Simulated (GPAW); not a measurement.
# GaAs: what the fields show

Input

```
from ase import Atoms
from ase.dft.bandgap import bandgap
from ase.io import write
from ase.units import Bohr, GPa
from gpaw import GPAW, PW
from gpaw.elf import elf_from_dft_calculation

atoms = Atoms(['Ga', 'As'],
              cell=[[3.81014, 0.0, 0.0],
                    [0.0, 3.81014, 0.0],
                    [0.0, 0.0, 2.73891]],
              scaled_positions=[[0.5, 0.5, 0.5],
                                [0.0, 0.0, 0.5]],
              pbc=True)

calc = GPAW(mode=PW(600),
            xc='PBE',
            kpts={'size': (7, 7, 10), 'gamma': True},
            occupations={'name': 'fermi-dirac', 'width': 0.05},
            nbands=11,
            convergence={'density': 1e-05, 'energy': 1e-05},
            maxiter=150,
            txt='gpaw.txt')
atoms.calc = calc
energy = atoms.get_potential_energy()
forces = atoms.get_forces()
stress = atoms.get_stress()
calc.write('gs.gpw')
write('result.traj', atoms)
print(f'Energy: {energy:.6f} eV')
print('Forces (eV/A):')
print(forces.round(4))
print('Stress (GPa):', (stress / GPa).round(3))
print('Fermi level:', round(calc.get_fermi_level(), 4), 'eV')
print(f'Gap: {bandgap(calc)[0]:.4f} eV, direct: {bandgap(calc, direct=True)[0]:.4f} eV')

# fields on the real-space grid
write('density.cube', atoms, data=calc.get_pseudo_density() * Bohr**3)
write('potential.cube', atoms, data=calc.get_electrostatic_potential())
write('elf.cube', atoms, data=elf_from_dft_calculation(calc).data)
```

Launched as:

```sh
OMP_NUM_THREADS=1 python run.py
```

Below, planes, directions and counts refer to the conventional cell (a = 3.81 Å, b = 3.81 Å, c = 2.74 Å, α = 90.00°, β = 90.00°, γ = 90.00°).

Space group P4/mmm; a generated structure, not necessarily the stable one.

Level of theory: Kohn-Sham DFT of a periodic cell, PBE, GPAW PAW data sets (gpaw-data 1.2.1) (GPAW 26.7.0).

In a PAW calculation such maps are meaningful between the atoms, not at the nuclei.

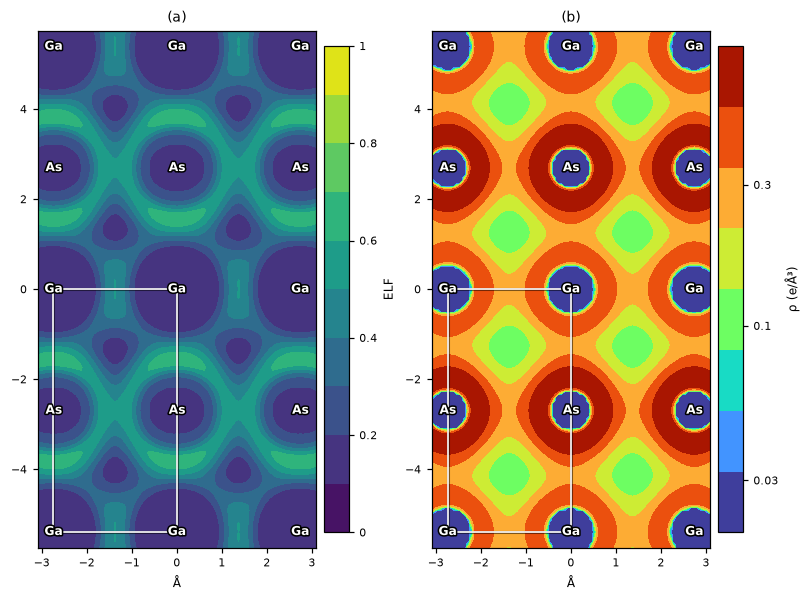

Figure 1. (a) ELF; (b) valence charge density (pseudo) on the (11̄0) plane of the conventional cell.

Q: What do the fields say about this system?

A:
- The section cuts through Ga and As sites.
- Ga–As (2.69 Å): ρ is about 0.31 e/Å³ halfway; the ELF peaks at about 0.70 between the atoms.
- Ga–Ga (2.74 Å): ρ at the midpoint is about 0.24 e/Å³; the ELF reaches about 0.50 near the midpoint.
- As–As (2.74 Å): ρ is about 0.31 e/Å³ halfway; the ELF peaks at about 0.55 in the valence shell of As, 1.1 Å from its nucleus, and is about 0.50 at the midpoint.
- Between the atoms the lowest density in this plane is 0.09 e/Å³.

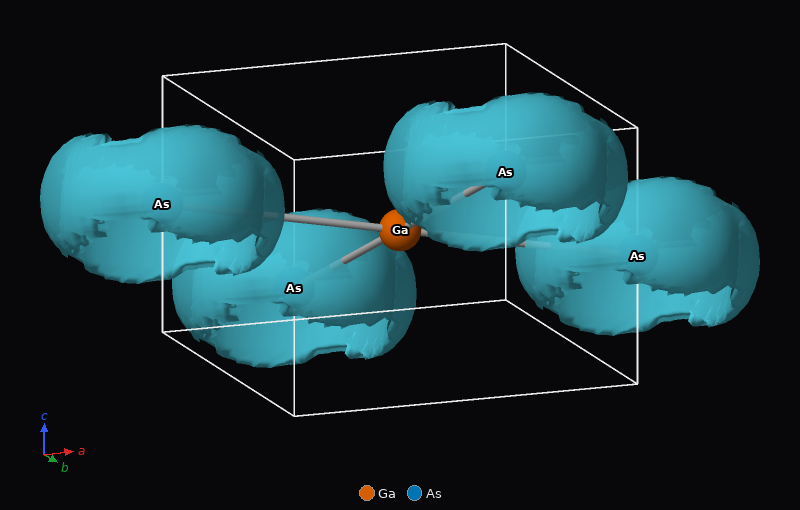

Figure 2. Isosurface of the ELF at 0.6 (cyan), seen at an oblique angle. Only the valence region is drawn (cores and ρ < 0.01 e/Å³ removed). Sticks mark near contacts.

Q: What do the ELF domains correspond to?

A: The ELF exceeds this value in one region wrapped around As (its valence shell), counted in one cell of 2 atoms. Any copies at cell faces, edges or corners count once.
